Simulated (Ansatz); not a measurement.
**Mg₁₆HS₁₆ (cell with a defect): density, localisation and related maps**

```
CELL_PARAMETERS angstrom
-5.22976 -5.22976 5.22976
5.22976 5.22976 5.22976
-5.22976 5.22976 -5.22976
ATOMIC_POSITIONS crystal
Mg 0.00000 0.00312 0.00000
Mg 0.25155 0.99847 0.74847
Mg 0.00000 0.25000 0.75312
Mg 0.49692 0.99845 0.49692
Mg 0.25153 0.25000 0.50308
Mg 0.00000 0.50153 0.50308
Mg 0.74847 0.99847 0.25155
Mg 0.50308 0.25000 0.25153
Mg 0.24688 0.49688 0.24688
Mg 0.00000 0.75308 0.25153
Mg 0.75312 0.25000 0.00000
Mg 0.50308 0.50153 0.00000
Mg 0.25153 0.75308 0.00000
Mg 0.74847 0.50155 0.74847
Mg 0.49692 0.74692 0.74845
Mg 0.74845 0.74692 0.49692
S 0.00000 0.50953 0.00000
S 0.24985 0.49985 0.75142
S 0.00000 0.75157 0.75015
S 0.49843 0.49858 0.49843
S 0.24858 0.74843 0.49843
S 0.00000 0.00015 0.50157
S 0.75142 0.49985 0.24985
S 0.49843 0.74843 0.24858
S 0.24985 0.00142 0.24985
S 0.00000 0.25000 0.25953
S 0.75015 0.75157 0.00000
S 0.50157 0.00015 0.00000
S 0.25953 0.25000 0.00000
S 0.74047 0.99047 0.74047
S 0.50157 0.25000 0.75015
S 0.75015 0.25000 0.50157
H 0.00000 0.25000 0.00000
```

Spin-polarised.

Method: DFT PBE, scalar-relativistic, plane waves, PAW (Ansatz 0.2.0).

Core electrons are frozen (PAW), and the valence fields are smoothed inside the atomic spheres.

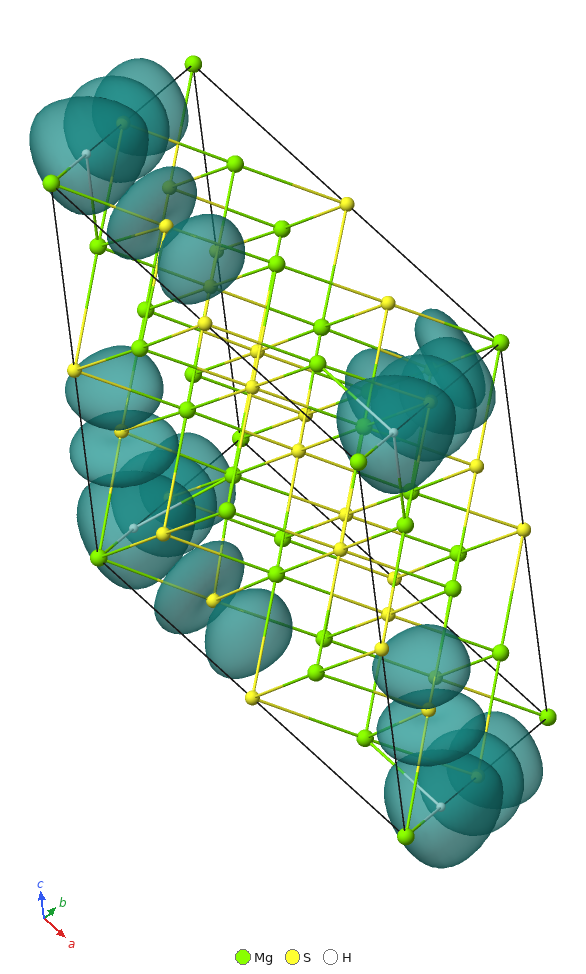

Figure 1. Isosurface of the spin density at +0.006 e/Å³ (teal), seen slightly off an axis. Sticks mark near contacts.

Describe the spin distribution.

The spin density sits on H: +0.4 μB in one cell of 33 atoms, with smaller moments on S (up to +0.06 μB): with much of the spin spread outside that site. The cell of the calculation (33 atoms) carries 1.0 μB of net spin moment.

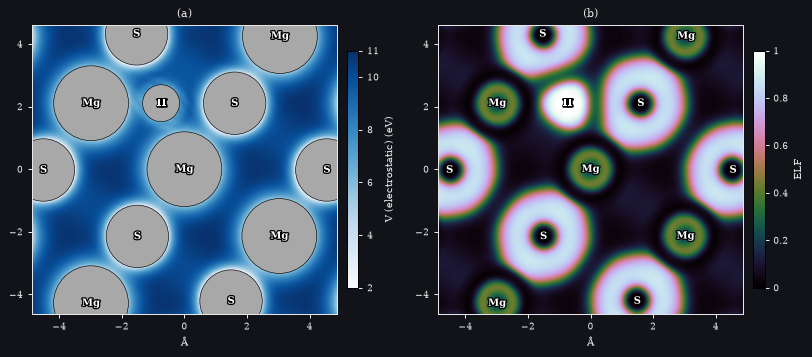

Figure 2. (a) electrostatic potential (local pseudopotential plus Hartree) felt by an electron; (b) electron localisation function on the (010) plane of the calculation cell. Grey discs cover the atomic cores in the potential map.

Describe what can be read from this map.

- Atoms in the plane: Mg, S and H.
- Mg–H (2.24 Å): the ELF climbs to about 1 towards the hydrogen.
- Mg–S (2.59 Å): the ELF peaks at about 0.90 in the valence shell of S, 0.9 Å from its nucleus, and falls to about 0.05 next to Mg (a largely ionic contact).
- Mg–S (2.65 Å): the ELF peaks at about 0.85 in the valence shell of S, 0.9 Å from its nucleus, and falls to about 0.05 next to Mg (a largely ionic contact).
- Outside the cores the potential energy rises away from the atoms and is highest about 2.2 Å from the nearest atoms; its zero is arbitrary.

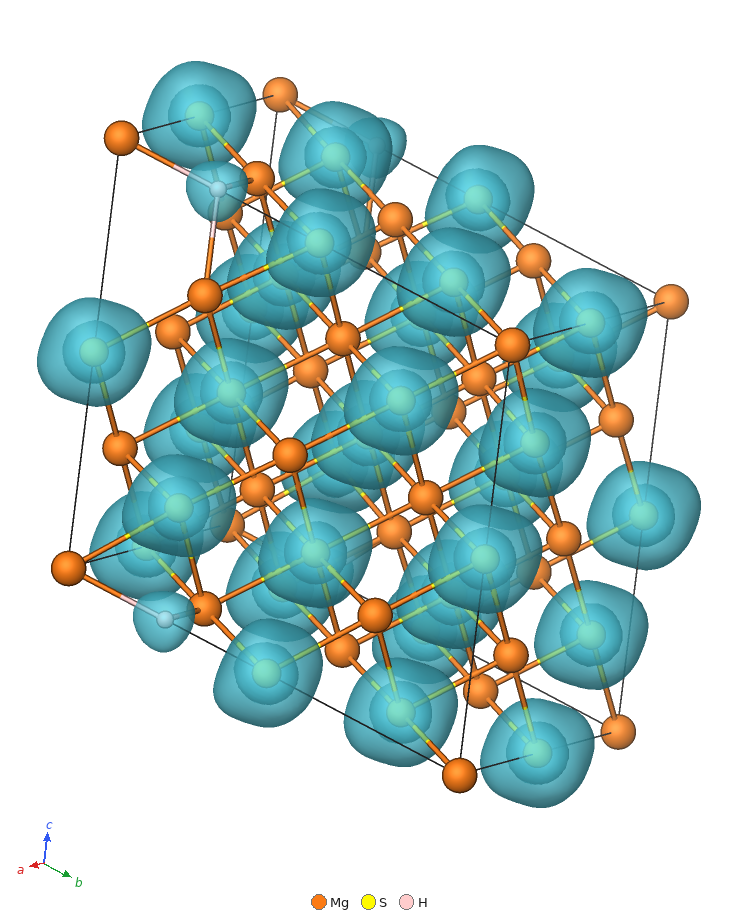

Figure 3. Isosurface of the ELF at 0.8 (cyan), seen slightly off an axis. Only the valence region is drawn (cores and ρ < 0.01 e/Å³ removed). Sticks mark near contacts.

Describe the localisation domains.

The surface consists of one region around a hydrogen nucleus and 16 regions wrapped around S (the valence shell of each), counted in one cell of 33 atoms. Regions shared between cells count once.

Metal or insulator at this level of theory?

It is gapped, with a Kohn–Sham gap of 0.90 eV on the k-point mesh, an upper bound to the gap of this method.
